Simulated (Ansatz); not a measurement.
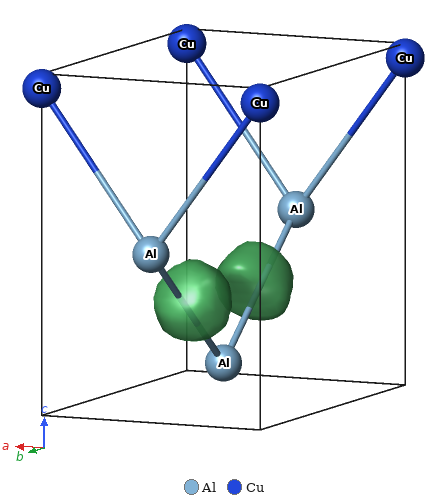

Figure 1: Al₂Cu. Isosurface of the ELF at 0.75 (green), seen at an oblique angle. Only the valence region is drawn (cores and ρ < 0.01 e/Å³ removed). Sticks mark near contacts.

Space group Pmm2; a point of a scan over the structure, not its minimum; a structure from a database of computed crystals, not necessarily the ambient phase; changed on purpose from its base cell (mode 4 frozen in at -0.445 Å, strain +e along z and -e/2 along x and y +0.0000); not relaxed (largest force 1.3 eV/Å); computed pressure about 3 GPa in this cell; computed without spin polarisation; PAW files of the earlier set (soft_1).

Theory: DFT PBEsol, scalar-relativistic, plane waves, PAW (Ansatz).

In a PAW calculation such maps are meaningful between the atoms, not at the nuclei.

```
Al Cu
1.0
     0.00000    0.00000    2.84589
     0.00000    4.08421    0.00000
    -4.08421    0.00000    0.00000
Al Cu
2 1
Direct
  0.50000 0.00000 0.49254
  0.50000 0.50000 0.10896
  0.00000 0.00000 0.95691
```

**Describe the localisation domains.**

The surface consists of two regions between bonded Al–Al atoms, counted in one cell of 3 atoms. Regions shared between cells count once.

Values along the shortest contacts:
Al–Cu (2.37 Å): the ELF peaks at about 0.65 between the atoms. Al–Al (2.57 Å): the ELF peaks at about 0.80 between the atoms.

**Metal or insulator at this level of theory?**

It is gapless in this calculation (a metal or semimetal).
